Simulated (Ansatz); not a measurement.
The coordinates of a crystal:

```cif
data_structure
_symmetry_space_group_name_H-M 'P 1'
_symmetry_Int_Tables_number 1
_cell_length_a 3.5303
_cell_length_b 3.5303
_cell_length_c 3.5303
_cell_angle_alpha 90.000
_cell_angle_beta 90.000
_cell_angle_gamma 90.000
_cell_volume 44.00
loop_
_atom_site_label
_atom_site_type_symbol
_atom_site_fract_x
_atom_site_fract_y
_atom_site_fract_z
_atom_site_occupancy
Ni1 Ni 0.50000 0.00000 0.50000 1
Ni2 Ni 0.00000 0.50000 0.50000 1
Ni3 Ni 0.50000 0.50000 0.00000 1
Ge1 Ge 0.00000 0.00000 0.00000 1
```

### Describe what this structure looks like.

Its composition is Ni3Ge. It is primitive cubic, space group Pm-3m (No. 221). The arrangement is known as Cu₃Au (L1₂) type. With Z = 1, the cell contains 3 Ni, 1 Ge. Around each Ni lie eight Ni and four Ge in a cuboctahedral arrangement (2.50 Å to Ni, 2.50 Å to Ge). About every Ge there are twelve Ni in a cuboctahedral arrangement at 2.50 Å. The bonds build a three-dimensional framework.

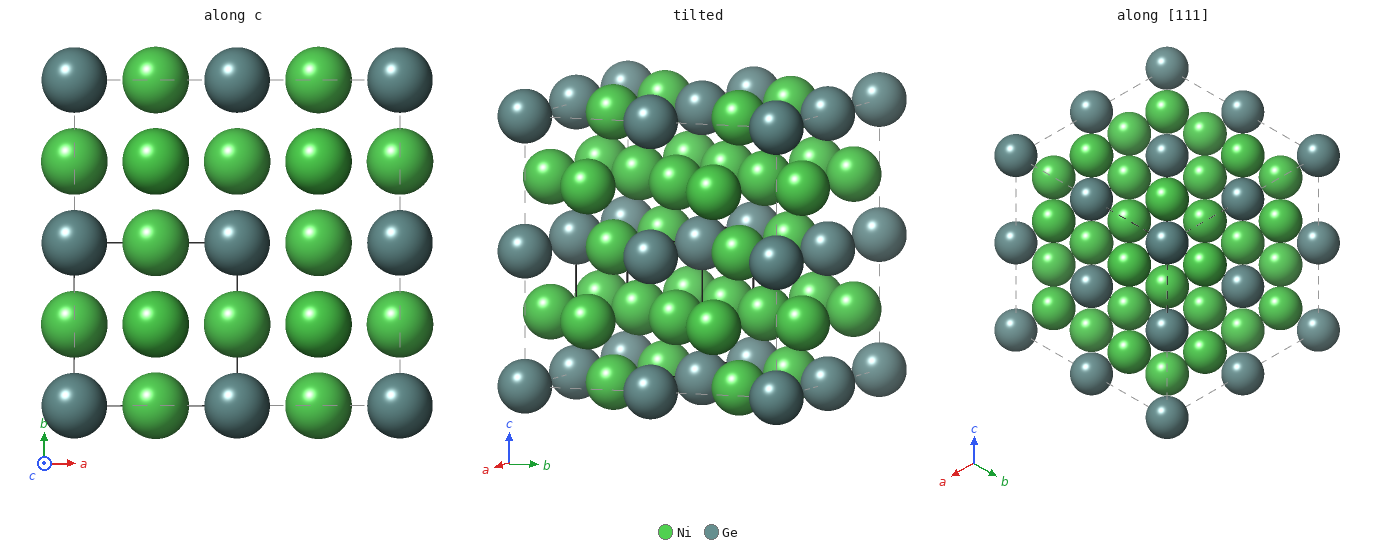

The crystal in a spheres-only representation, seen along the c axis, slightly off an axis and along [111]. Shown are 2×2×2 repeats of the conventional unit cell, one of them outlined in solid lines.

Its origin is a structure listed in the Materials Project. Earlier steps of the study may have refined or changed the cell and positions. It was the input of a calculation with Ansatz.
